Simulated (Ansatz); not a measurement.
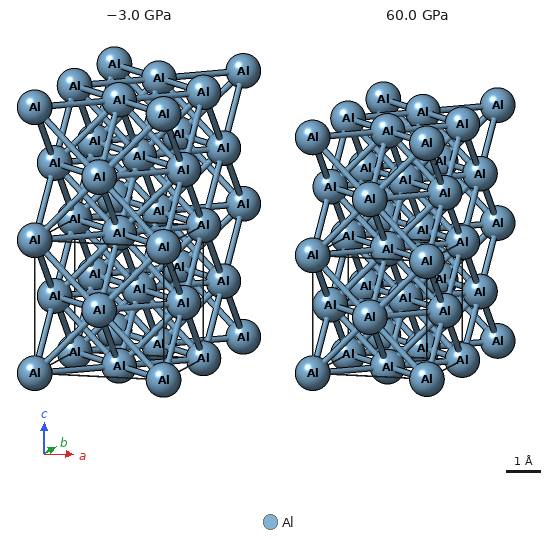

Crystalline Al (set up in Fm-3m), relaxed (cell and atoms) at several target pressures. The picture shows the first and the last member. The picture is a ball-and-stick view of the conventional cell (4 times the calculation's cell), repeated 1 × 2 × 2 with one cell outlined, seen slightly off an axis. Lengths and directions refer to the drawn axes.

Computed with Ansatz 0.2.0: DFT r2SCAN, scalar-relativistic, plane waves, PAW. (plane-wave cutoff 500 eV; k-point mesh 18 × 18 × 18 at −3.0 to 15.0, 20 × 20 × 20 at 30.0 and 60.0 GPa; occupations gaussian; smearing width 0.1 eV; no spin polarisation; cell and atoms relaxed; force threshold 0.008 eV/Å)

```json
{"pressure (GPa)": "−3.0", "volume (Å³/atom)": "16.489", "a (Å)": "4.040"}
{"pressure (GPa)": "0.0", "volume (Å³/atom)": "15.912", "a (Å)": "3.993"}
{"pressure (GPa)": "3.0", "volume (Å³/atom)": "15.423", "a (Å)": "3.951"}
{"pressure (GPa)": "8.0", "volume (Å³/atom)": "14.783", "a (Å)": "3.896"}
{"pressure (GPa)": "15.0", "volume (Å³/atom)": "?", "a (Å)": "?"}
{"pressure (GPa)": "30.0", "volume (Å³/atom)": "12.932", "a (Å)": "3.726"}
{"pressure (GPa)": "60.0", "volume (Å³/atom)": "11.492", "a (Å)": "3.582"}
```

Estimate the missing row from the others, and compare with the calculation.

Murnaghan's form V = V₀(1 + B′P/B₀)^(−1/B′), with V₀ = 15.912 Å³ from the row at zero pressure, fits the other rows with B₀ = 93.7 GPa and B′ = 3.81 (largest miss 0.025 Å³). At 15.0 GPa it gives 15.912 × (1 + 3.81 × 15.0/93.7)^(−1/3.81) = 14.043 Å³ per atom. The calculation gives 14.066 Å³/atom (a = 3.832 Å). The estimate is 0.023 Å³/atom too low. From the first member to the last: Al–Al 2.857 → 2.533 Å.

The whole series:

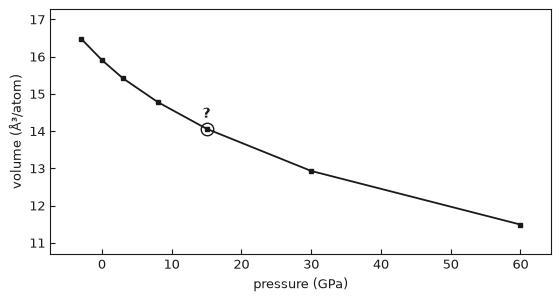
